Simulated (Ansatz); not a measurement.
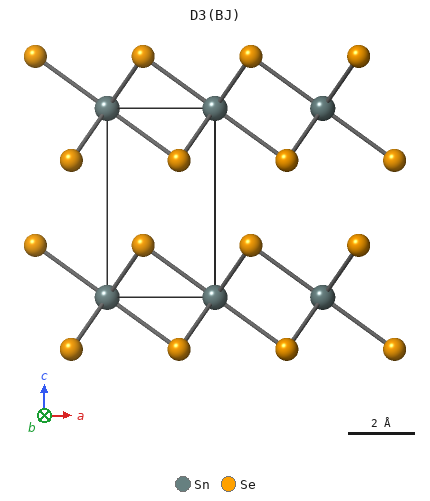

A crystal of SnSe₂ (set up in P-3m1), relaxed (cell and atoms) with several dispersion corrections. The picture shows the result with D3(BJ). Style: ball-and-stick. Shown: the cell of the calculation, repeated 2 × 1 × 1 with one cell outlined, along the b axis.

Computed with Ansatz 0.2.0: PBEsol, Ansatz PAW. (plane-wave cutoff 420 eV; k-point mesh 8 × 8 × 5; occupations fermi-dirac; smearing width 0.05 eV; no spin polarisation; cell and atoms relaxed; force threshold 0.01 eV/Å)

```csv
dispersion correction,volume (Å³/atom),a (Å),c (Å)
D3(BJ),23.912,3.793,5.759
D4,?,?,?
none,25.890,3.820,6.146
D3(BJ)-ATM,24.079,3.795,5.793
```

Fill in the missing row.

Answer. With D4 the volume falls between D3(BJ)-ATM (24.079) and none (25.890). The calculation gives 24.461 Å³/atom (a = 3.802 Å, c = 5.863 Å). In order of volume: D3(BJ) < D3(BJ)-ATM < D4 < none; the spread is 8.3 %.

Limits of the set-up: layers or molecules are held without a dispersion correction, so their spacing is unreliable.
